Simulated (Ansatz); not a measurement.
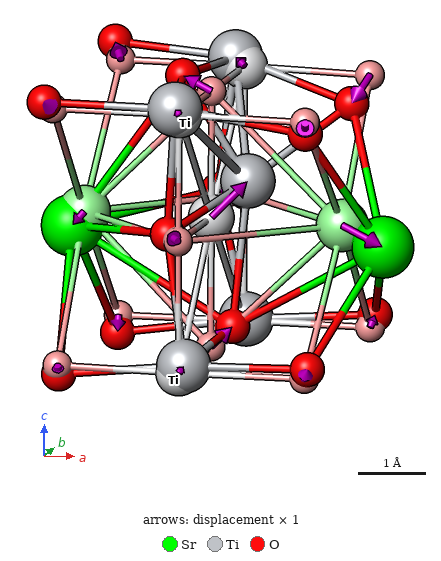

A relaxation of a defect cell of composition Sr$_{8}$Ti$_{9}$O$_{24}$. The starting structure is drawn faded, the final one solid; purple arrows show the displacements, at their true length.

A ball-and-stick model of the atoms within 4.2 Å of the atom that moves most (axes of the cell of the calculation (origin shifted)), seen slightly off an axis.

Computed with DFT, PBEsol, PAW, plane waves in Ansatz 0.2.0.

Input file:
```yaml
crystal:
  lattice:
    - [7.782821, 0.000000, 0.000000]
    - [0.000000, 7.782821, 0.000000]
    - [0.000000, 0.000000, 7.782821]
  atoms:
    - { symbol: Sr, position: [0.997584, 0.000664, 0.006419] }
    - { symbol: Sr, position: [0.997876, 0.004879, 0.496086] }
    - { symbol: Sr, position: [0.999328, 0.501630, 0.001749] }
    - { symbol: Sr, position: [0.995354, 0.503224, 0.500064] }
    - { symbol: Sr, position: [0.499319, 0.001468, 0.999792] }
    - { symbol: Sr, position: [0.502973, 0.997708, 0.501383] }
    - { symbol: Sr, position: [0.501969, 0.501566, 0.999150] }
    - { symbol: Sr, position: [0.506461, 0.502933, 0.497843] }
    - { symbol: Ti, position: [0.247305, 0.249900, 0.245247] }
    - { symbol: Ti, position: [0.248984, 0.248109, 0.750422] }
    - { symbol: Ti, position: [0.248704, 0.746938, 0.252246] }
    - { symbol: Ti, position: [0.250637, 0.745666, 0.750468] }
    - { symbol: Ti, position: [0.749770, 0.247081, 0.247567] }
    - { symbol: Ti, position: [0.751978, 0.249654, 0.750527] }
    - { symbol: Ti, position: [0.747396, 0.749452, 0.249746] }
    - { symbol: Ti, position: [0.748624, 0.748468, 0.746956] }
    - { symbol: Ti, position: [0.247106, 0.501816, 0.500911] }
    - { symbol: O, position: [0.249503, 0.254967, 0.998719] }
    - { symbol: O, position: [0.246019, 0.249379, 0.502453] }
    - { symbol: O, position: [0.250586, 0.746111, 0.996812] }
    - { symbol: O, position: [0.248074, 0.749047, 0.499026] }
    - { symbol: O, position: [0.746754, 0.248732, 0.998646] }
    - { symbol: O, position: [0.753367, 0.248649, 0.504697] }
    - { symbol: O, position: [0.749867, 0.752374, 0.001076] }
    - { symbol: O, position: [0.753354, 0.746436, 0.501187] }
    - { symbol: O, position: [0.006368, 0.252817, 0.247776] }
    - { symbol: O, position: [0.998194, 0.249789, 0.750486] }
    - { symbol: O, position: [0.999918, 0.751038, 0.250069] }
    - { symbol: O, position: [0.004801, 0.748628, 0.750954] }
    - { symbol: O, position: [0.495751, 0.250793, 0.245529] }
    - { symbol: O, position: [0.497416, 0.250778, 0.746978] }
    - { symbol: O, position: [0.497582, 0.752409, 0.250085] }
    - { symbol: O, position: [0.497262, 0.752591, 0.743427] }
    - { symbol: O, position: [0.247289, 0.003691, 0.250388] }
    - { symbol: O, position: [0.248442, 0.001760, 0.746478] }
    - { symbol: O, position: [0.246107, 0.500955, 0.248349] }
    - { symbol: O, position: [0.248679, 0.498975, 0.748708] }
    - { symbol: O, position: [0.750456, 0.998986, 0.251606] }
    - { symbol: O, position: [0.752516, 0.999336, 0.747908] }
    - { symbol: O, position: [0.749604, 0.503503, 0.256498] }
    - { symbol: O, position: [0.746422, 0.501932, 0.745884] }
  symmetry: { detect: false }
kpoints:
  mp_grid: { grid: [1, 1, 1], shift: [0.25, 0.25, 0.25] }
hamiltonian:
  xc: pbesol
scf:
  occupations: { method: fermi_dirac, width: 0.01 }
relax:
  f_tol: 0.03
  max_steps: 80
  escape_saddle: false
  adjacent_minimum: "off"
output:
  forces: true
  eigenvalues: true
  populations: true
```

Launched with:
```bash
ansatz run in.yaml --threads 8 --pin off --max-ram 13300MiB --runs-dir r --events-out ev --progress --plain
```

### What did the optimiser do to the structure, and how much energy did it gain?

The atom that moves furthest is Ti17 (0.77 Å along [2 1 2]). Largest moves by element: Ti 0.77 Å, Sr 0.74 Å, O 0.63 Å. The cell stays as it was. Among the contacts that change: Ti17–O33 3.341 → 2.031 Å, Sr8–O37 2.800 → 3.963 Å, Sr8–O21 2.777 → 3.732 Å, Sr8–Ti12 3.376 → 4.268 Å. New bonds form: Ti17–O33 (3.34 → 2.03 Å). Bonds break: Sr8–O21 (2.78 → 3.73 Å), Sr8–O37 (2.80 → 3.96 Å). Bond angles that change, for instance: O19–Ti17–O21 179.9° → 125.1°, O36–Ti17–O37 179.1° → 142.6°, O19–Ti17–O36 90.2° → 70.4°. Over 23 accepted moves (29 points after the start) the energy falls by 5.792 eV per cell of the calculation. Largest force component: 12 eV/Å at the start, 0.017 eV/Å at the end. The line search rejected the trial steps at points 5, 10, 19, 23, 25, 27 of the run. The run took 53 s on 8 threads of Intel(R) Xeon(R) 6975P-C, peak memory 1 GiB.

Limits of the set-up: the periodic images lie only 7.8 Å apart, so the values are limited by the cell's size.
